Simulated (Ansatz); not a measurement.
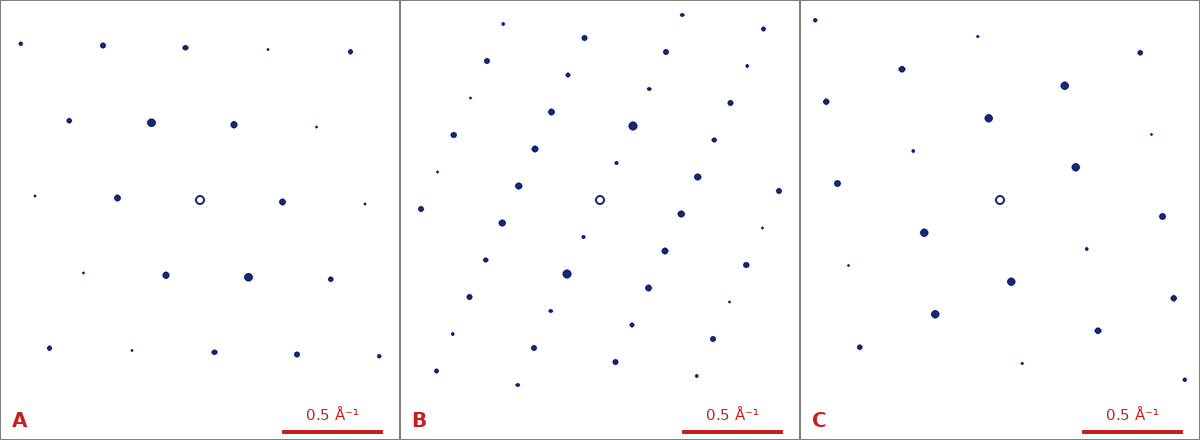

Computed electron diffraction patterns, 120 kV, single scattering only, B = 0.5 Å².

All three come from W, space group Fmmm (No. 69), a = 3.04 Å, b = 4.39 Å, c = 9.88 Å. Structure: the end point of a relaxation with DFT PBEsol, scalar-relativistic, plane waves, PAW in Ansatz; the starting structure was generated, so it need not be a known form of this composition.

**Assign the zone axes [011], [101], [110] to A, B and C.**

A is [101]: centred rectangular net of -1 1 1 at d = 2.42 Å and -1 -1 1 at d = 2.42 Å, at 67.1°. B is [110]: centred rectangular net of 0 0 2 at d = 4.94 Å and 1 -1 1 at d = 2.42 Å, at 75.8°. C is [011]: centred rectangular net of 1 -1 1 at d = 2.42 Å and 1 1 -1 at d = 2.42 Å, at 74.4°.
